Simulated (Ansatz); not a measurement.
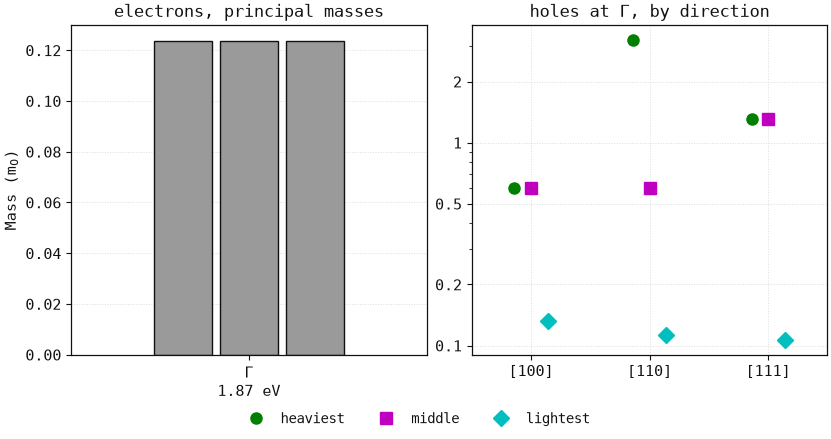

Effective masses at the band extrema of zincblende ZnSe, space group F-43m (No. 216), 2 atoms in the primitive cell, in a cell relaxed beforehand (cubic a = 5.666 Å), in units of the free-electron mass, from finite differences of the levels. Left, the three principal masses of each conduction valley, with its energy above the valence top; right, the masses of the bands that meet at the valence top.

Computed with Ansatz 0.2.0: r2SCAN, Ansatz PAW set, no spin polarisation, no spin-orbit coupling, 8×8×8 k mesh, 500 eV cutoff, fixed occupations.

Question: What are the masses of the lowest valley?

Answer: It lies at Γ, 1.87 eV above the valence top, and is isotropic with m* = 0.124.

Question: How do the hole masses depend on direction?

Answer: Along [100] 0.599, 0.599 and 0.132; along [110] 3.2, 0.599 and 0.112; along [111] 1.31, 1.31 and 0.107.

Spin-orbit coupling is left out, which matters for Se. The PAW data sets were made with another functional. LDA, GGA and most meta-GGA functionals understate gaps. Without spin-orbit coupling the bands that meet at the top aren't the heavy and light holes of experiment. An understated gap makes light masses too light.
